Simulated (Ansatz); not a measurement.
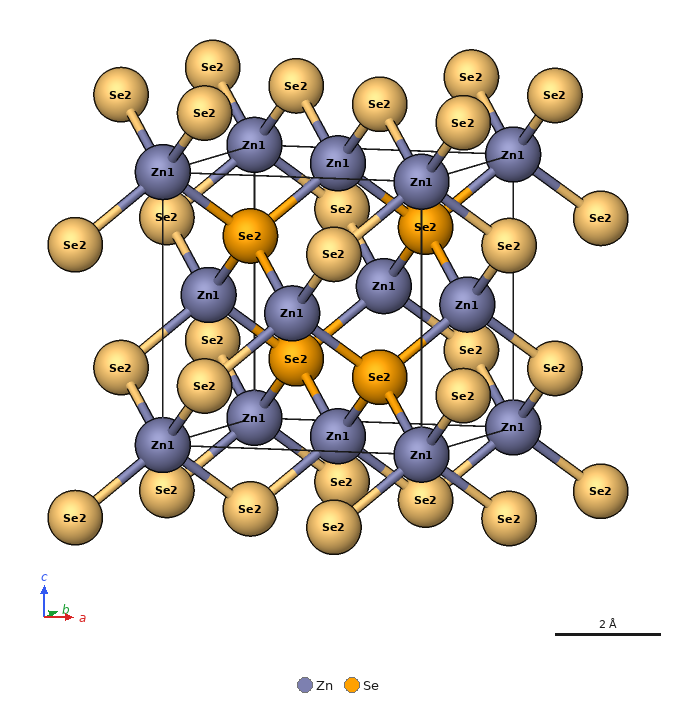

The input geometry (ball-and-stick view of the cell 4 times as large as that of the calculation, set on its symmetry axes, seen slightly off an axis; neighbours outside the cell are drawn fainter; atoms are numbered from 1 in the order of the input). An atom can appear more than once, as a periodic image. Near neighbours in the periodic cell (some may lie outside the picture): Zn has 4 Se at 2.26 Å; Se has 4 Zn at 2.26 Å.

Single-point calculation of ZnSe

System: ZnSe (F-43m, 2 atoms in the cell).
Method: DFT, PBEsol, PAW with Ansatz's default frozen-core files, scalar-relativistic, no spin polarisation (Ansatz 0.2.0).

Its volume is 0.80 times that of the source entry. It belongs to a series of runs on one base structure; here: volume scaled by 0.8, PAW files. Figures and captions count atoms from 1; the log counts them from 0 in places.

## The input
```yaml
crystal:
  lattice:
    - [0.0, 2.6149038414, 2.6149038414]
    - [2.6149038414, 0.0, 2.6149038414]
    - [2.6149038414, 2.6149038414, 0.0]
  atoms:
    - { symbol: Zn, position: [0.0, 0.0, 0.0] }
    - { symbol: Se, position: [0.25, 0.25, 0.25] }
kpoints:
  mp_grid: { grid: [11, 11, 11] }
scf:
  occupations: { method: fermi_dirac, width: 0.08 }
hamiltonian:
  xc: pbesol
  pseudopotentials: { kind: paw }
output:
  forces: true
  stress: true
  eigenvalues: true
  populations: true
  write_density: true
  write_potential: true
  elf: true
  volumetric_format: npy
```

Hardware: 1 thread of Arm Neoverse V1, 112 GiB of memory available, shared host.

Launched with:
```bash
ansatz run input.yaml --threads 1 --pin off --max-ram 2048MiB --backend cpu --events-out ev --progress --plain --runs-dir out
```

## Output
```
Engine: ansatz 0.2.0, aarch64-unknown-linux-gnu
Pseudopotentials: kind: paw
Pseudopotential: Zn, paw, valence charge 12, recommended cutoff 420 eV (normal), Zn.paw.azcp
Pseudopotential: Se, paw, valence charge 16, recommended cutoff 420 eV (normal), Se.paw.azcp
Functional definition: PBEsol
  exchange = pbesol_x
  correlation = pbesol_c
Crystal: 2 atoms, lattice volume = 35.760 Å³
Basis set: ecut = 420 eV, 725 PW (Γ), exchange–correlation on 50×50×50 points (8 copies of the dense FFT grid, shifted against one another)
Bands: 18, of which v1, the nominal top of the filled ones, is band 14 counted from 1 (13 counted from 0)
Symmetry: 24 space group operations
Space group: F-43m (ITA 216), of the structure as read, at distance tolerance 3.3e-5 Å
k-points: 56 of 1331 (time reversal used)
Non-local potential: Zn, projectors of the file, l = 0: 2, l = 1: 2, l = 2: 3, l = 3: 1
Non-local potential: Se, projectors of the file, l = 0: 2, l = 1: 2, l = 2: 3, l = 3: 1
PAW form: soft (Blöchl's): semilocal exchange-correlation on the pseudo side does not see the compensation charge
PAW frozen core: Zn, regenerated for the run's functional, and the local potential with it (the file was generated under x = pbe(κ = 0.804, μ = 0.2195149727645171), c = pbe(β = 0.06672455060314922))
PAW frozen core: Se, regenerated for the run's functional, and the local potential with it (the file was generated under x = pbe(κ = 0.804, μ = 0.2195149727645171), c = pbe(β = 0.06672455060314922))
PAW one-centre angular grid: Zn, 590 points (default); XC on 64 Gauss nodes
PAW one-centre angular grid: Se, 590 points (default); XC on 64 Gauss nodes
Initial density: superposition of atomic densities (neutral atoms: chi_scale 0, normalization atom), corrected by the library's trained network
Initial wavefunctions: pseudopotential atomic-orbital guess
Functional: x = pbesol(κ = 0.804, μ = 0.12345679012345678), c = pbesol(β = 0.046)
SCF iter   1: F=—  HF=-8705.910388 eV  |F-HF|=—  |Δ(HF+E_count)|=         —  Δρ=4.65e-3  dr2=5.37e-3  ethr=1.77e-3  ⟨swp⟩=5.2  Hψ=5163  notcnv=0
preconditioner: auto → none  [insulator: Δε(μ)=2.166 eV  Ē_g=13.176 eV  σ=0.080 eV  W_gap=1.00  n_scr=14 (ndim 8)  ℏωp=26.3 eV  f_vac=0.045  D(μ)=0.00/eV (n_scr^D=0)  ε∞_Penn≈5.0]
SCF iter   2: F=—  HF=-8705.908442 eV  |F-HF|=—  |Δ(HF+E_count)|=   1.95e-3  Δρ=1.64e-3  dr2=6.56e-4  ethr=1.92e-5  ⟨swp⟩=2.0  Hψ=2093  notcnv=0
SCF iter   3: F=—  HF=-8705.908092 eV  |F-HF|=—  |Δ(HF+E_count)|=   3.50e-4  Δρ=9.29e-4  dr2=1.64e-4  ethr=2.34e-6  ⟨swp⟩=2.0  Hψ=1456  notcnv=0
SCF iter   4: F=—  HF=-8705.908069 eV  |F-HF|=—  |Δ(HF+E_count)|=   2.27e-5  Δρ=3.41e-4  dr2=2.06e-5  ethr=5.85e-7  ⟨swp⟩=2.0  Hψ=1257  notcnv=0
SCF iter   5: F=—  HF=-8705.908059 eV  |F-HF|=—  |Δ(HF+E_count)|=   1.05e-5  Δρ=5.36e-5  dr2=4.52e-7  ethr=7.37e-8  ⟨swp⟩=2.4  Hψ=1539  notcnv=0
SCF iter   6: F=-8705.908059 eV  HF=-8705.908059 eV  |F-HF|=1.08e-9  |Δ(HF+E_count)|=   1.73e-7  Δρ=3.86e-6  dr2=2.35e-9  ethr=3.57e-10  ⟨swp⟩=8.2  Hψ=6501  notcnv=0
SCF 1 converged in 6 iterations: F = -8705.908059 eV  dr2 = 2.35e-9
  greatest PAW one-centre occupation: 1.000 electrons in one spin orbital (limit 2), on the Se atom at site 1 (counted from 0), in its partial waves of l = 2
```

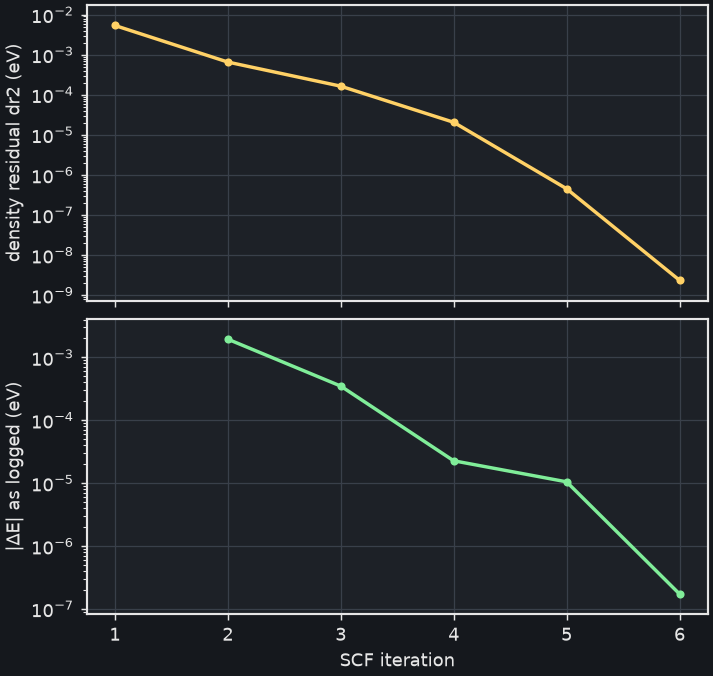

Convergence of the self-consistent field: density residual dr2 and size of the energy change against the SCF iteration. The residual falls at every step.

```
SCF converged after 6 iterations
Free energy (F): -8705.908059 eV
Harris-Foulkes:  -8705.908059 eV  (|F-HF|=1.08e-9)
Internal energy: -8705.908059 eV  (E = F + TS)
E sigma→0 (E₀):  -8705.908059 eV
Entropy (-TS):   -0.000000 eV (-0.000 meV/atom)
Fermi energy:    11.555369 eV
--- Per-component energies (eV) ---
  E_band       = -304.896741
  E_kinetic    = 257.109839
  E_local      = -4021.413563  (includes V_loc(G=0)·N_el)
  E_nonlocal   = 20.222255
  E_hartree    = 1883.549647
  E_xc         = -243.194447
  E_vxc        = -156.052763  (∫ρ·V_xc dr)
  E_paw        = -3655.270994  (= ΣΔE_a)
  E_vpaw       = -171.861849  (= ΣTr[D̂ρ^β])
  E_aug_tail   = -0.000968  (compensation charges beyond the density's cutoff)
  E_ewald      = -2948.715633
  E_core_change = 1.805805  (= ΣΔE_core)
  E_smearing   = -0.000000  (= −TS)
  E_closure    = -0.000000  (closes the sum)
  Σ components = -8705.908059   (vs F -8705.908059, Δ=0.00e0)
--- Forces (eV/Å), atoms counted from 1 ---
  atom   1  Zn     0.00000000    -0.00000000     0.00000000
  atom   2  Se    -0.00000000     0.00000000     0.00000000
  max |Σ_I F_I| component: 2.13e-16 eV/Å
--- Stress (GPa, compression-positive) ---
       24.102665       0.000000      -0.000000
       -0.000000      24.102665       0.000000
       -0.000000       0.000000      24.102665
  P = ⅓ Tr σ = 24.1027 GPa (241.027 kbar)
--- Band table (eV; the first three rows and the last of 56) ---
  k-point 0: bands = ["-37.1154", "-37.1154", "-37.1154", "-37.1047", "-37.1047", "-4.7340", "2.6816", "2.6816", "2.6816", "3.3114", "3.3114", "10.4417", "10.4417", "10.4417", "12.6352", "16.0020", "16.0020", "16.0020"]
  k-point 1: bands = ["-37.1153", "-37.1153", "-37.1153", "-37.1047", "-37.1047", "-4.6514", "2.6727", "2.6959", "2.6959", "3.3093", "3.3093", "9.4817", "10.3083", "10.3083", "13.2741", "16.0520", "16.2041", "16.2041"]
  k-point 2: bands = ["-37.1153", "-37.1152", "-37.1152", "-37.1047", "-37.1047", "-4.4174", "2.6597", "2.7325", "2.7325", "3.3066", "3.3066", "7.8696", "9.9879", "9.9879", "13.7113", "16.6185", "16.6185", "16.7110"]
  k-point 55: bands = ["-37.1152", "-37.1149", "-37.1142", "-37.1048", "-37.1043", "-3.0093", "2.7662", "3.0202", "3.1967", "3.2661", "3.8223", "4.4134", "6.1600", "6.9201", "15.3805", "16.8751", "17.9372", "18.4846"]
--- Löwdin populations: 2 sites ---
  site symbol       q [e]
     0     Zn     10.6940
     1     Se     17.0795
  spilling = 0.008090 (of n_electrons = 28.000000)
```

## File populations.tsv
```
# site	symbol	l	j	q
# orbitals = lowdin
# n_electrons = 28.000000
# spilling = 0.008090
0	Zn	0_4S	-	0.729411
0	Zn	2_3D	-	9.964560
1	Se	0_4S	-	1.844745
1	Se	1_4P	-	5.234939
1	Se	2_3D	-	9.999832
```

## File rho_z.tsv
```
# z_ang	rho[e/angstrom^3]
# format = ansatz-planar-average/11
# lattice	0.000000000	2.614903841	2.614903841
# lattice	2.614903841	0.000000000	2.614903841
# lattice	2.614903841	2.614903841	0.000000000
# sites	2
# site	30	0.000000000	0.000000000	0.000000000
# site	34	1.307451921	1.307451921	1.307451921
0.000000	1.547677e0
0.147921	1.464599e0
0.295843	1.244191e0
0.443764	1.154858e0
0.591685	1.310876e0
0.739606	1.600616e0
0.887528	1.774285e0
1.035449	1.647780e0
1.183370	1.273568e0
1.331292	8.575131e-1
1.479213	5.474186e-1
1.627134	3.628076e-1
1.775056	2.623268e-1
1.922977	2.065901e-1
2.070898	1.714856e-1
2.218819	1.470595e-1
2.366741	1.331508e-1
2.514662	1.307941e-1
2.662583	1.426157e-1
2.810505	1.734826e-1
2.958426	2.333830e-1
3.106347	3.501205e-1
3.254269	5.735120e-1
3.402190	9.326355e-1
3.550111	1.331615e0
```

## File v_z.tsv
```
# z_ang	v_es[eV]	v_tot[eV]
# format = ansatz-planar-average/11
# xc	pbesol
# density_cutoff_ev	1680
# datasets	Zn=:simpson_from_first_knot:soft:shift=-765113	Se=:simpson_from_first_knot:soft:shift=-935943
# lattice	0.000000000	2.614903841	2.614903841
# lattice	2.614903841	0.000000000	2.614903841
# lattice	2.614903841	2.614903841	0.000000000
# sites	2
# site	30	0.000000000	0.000000000	0.000000000
# site	34	1.307451921	1.307451921	1.307451921
0.000000	1.011381e0	-1.185038e1
0.147921	1.789179e-1	-1.302196e1
0.295843	8.225434e-2	-1.328059e1
0.443764	6.096274e-1	-1.275102e1
0.591685	1.547526e0	-1.165454e1
0.739606	2.721406e0	-1.019032e1
0.887528	4.004944e0	-8.537804e0
1.035449	5.219759e0	-6.908667e0
1.183370	6.159920e0	-5.463811e0
1.331292	6.816076e0	-4.207919e0
1.479213	7.454592e0	-2.935485e0
1.627134	8.260535e0	-1.512238e0
1.775056	9.317227e0	1.177405e-1
1.922977	1.056099e1	1.879710e0
2.070898	1.166540e1	3.410240e0
2.218819	1.228816e1	4.334439e0
2.366741	1.244221e1	4.630009e0
2.514662	1.219269e1	4.367378e0
2.662583	1.139533e1	3.450702e0
2.810505	1.012903e1	1.838332e0
2.958426	8.634843e0	-3.371884e-1
3.106347	7.081657e0	-2.772195e0
3.254269	5.537179e0	-5.234295e0
3.402190	3.993026e0	-7.626260e0
3.550111	2.408563e0	-9.919462e0
```

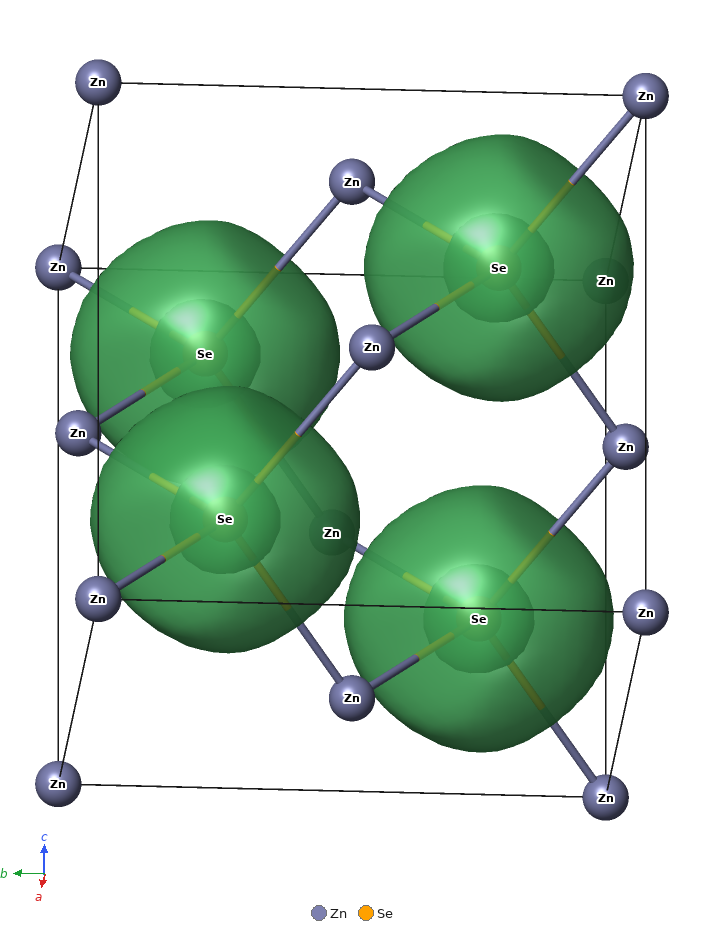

Isosurface of the electron localisation function at 0.6 (green), seen at an oblique angle. Only the valence region is drawn (cores and ρ < 0.01 e/Å³ removed). Sticks mark near contacts. The outline is the cell set on symmetry axes. Along the contacts the grid gives the following. Zn–Se (2.26 Å): the ELF is about 0.60 at the midpoint. In a PAW calculation such maps are meaningful between the atoms, not at the nuclei.

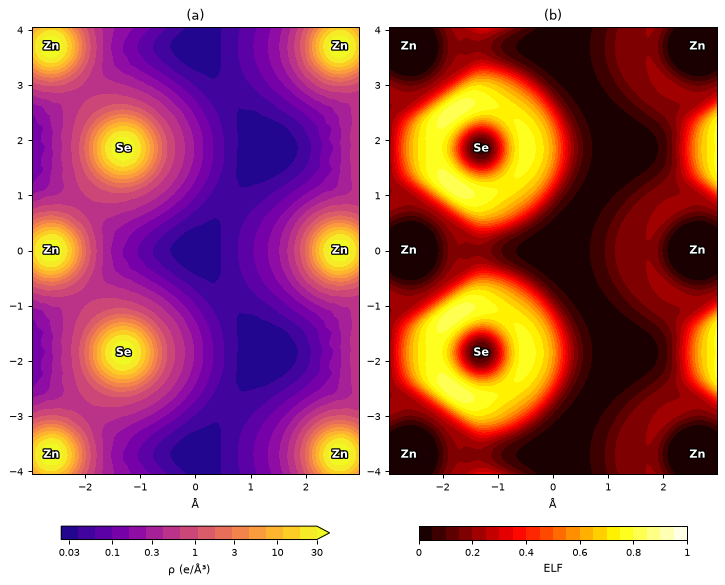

(a) valence pseudo-density; (b) ELF on the (110) plane of the conventional cell. Zn–Se (2.26 Å): ρ at the midpoint is about 0.63 e/Å³; the ELF is about 0.60 at the midpoint. Away from the nuclei the density in this plane falls to 0.02 e/Å³ at its lowest.

## Summary

```csv
quantity,value
outcome,converged
space group (tolerance 0.01 Å),F-43m (216)
electrons treated,28
free energy,−8705.9081 eV
Fermi energy,11.555 eV
pressure,24.10 GPa
largest force (length of the vector),under 0.001 eV/Å
wall time,5.9 s
peak memory,0.34 GiB
```

The cell is under a pressure of 24 GPa at this level, so it is not at its equilibrium volume.
